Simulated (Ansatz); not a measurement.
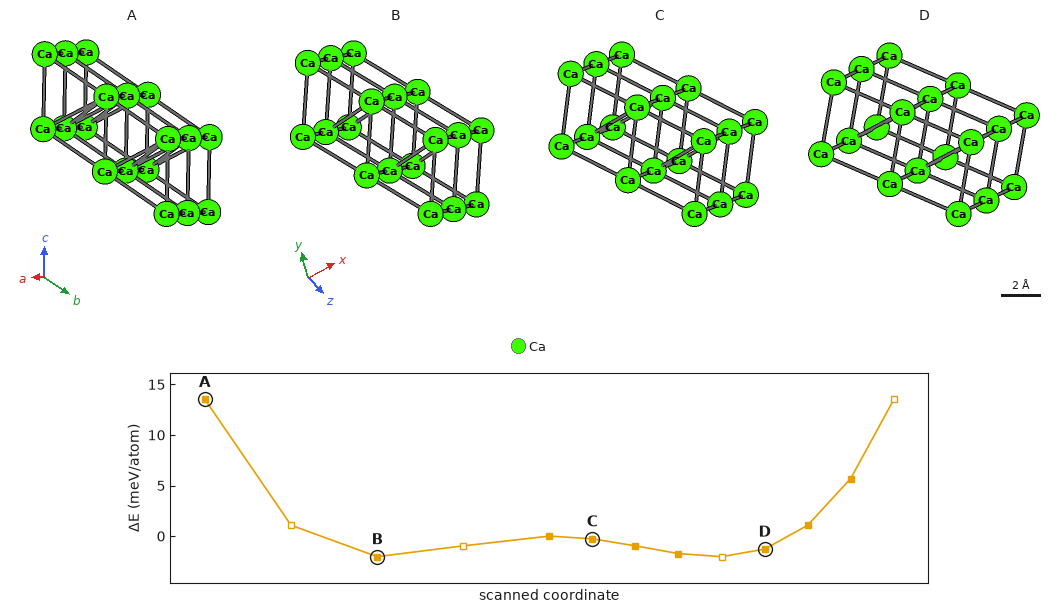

A scan of a crystal of Ca (Im-3m) along one coordinate. x, y and z are the Cartesian axes of the input. Hollow markers are points alike by symmetry, not computed again. The picture is a ball-and-stick view of the cell of the calculation, repeated 2 × 2 × 1 with one cell outlined, seen slightly off an axis.

Level of theory: Ansatz 0.2.0, DFT PBEsol, scalar-relativistic, plane waves, PAW. Settings: plane-wave cutoff 420 eV; k-point mesh 16 × 16 × 16; occupations gaussian; smearing width 0.15 eV; no spin polarisation. Energies (free energies at the smearing named) are counted from the cell as listed in its source, which wasn't relaxed.

Which coordinate changes from frame to frame?

Answer. The cell is strained along x and oppositely along y, with the atoms kept at their fractional coordinates. In the frames the strain is −0.15 (A), −0.075 (B), 0.0187 (C), 0.0937 (D). The lowest computed point lies at the strain −0.075 and 0.075 (by symmetry) (−2.0 meV/atom). A local maximum lies at 0.00 (0.0 meV/atom). The unrelaxed reference is under a pressure of −1.5 GPa. The distortion takes the space group from Im-3m to Immm. At the strain −0.15 the cell of the drawing goes a 3.880 → 3.909 Å, b 3.880 → 3.909 Å, c 3.880 → 3.909 Å, α 109.5° → 121.7°, β 109.5° → 97.5°, γ 109.5° → 110.1°.
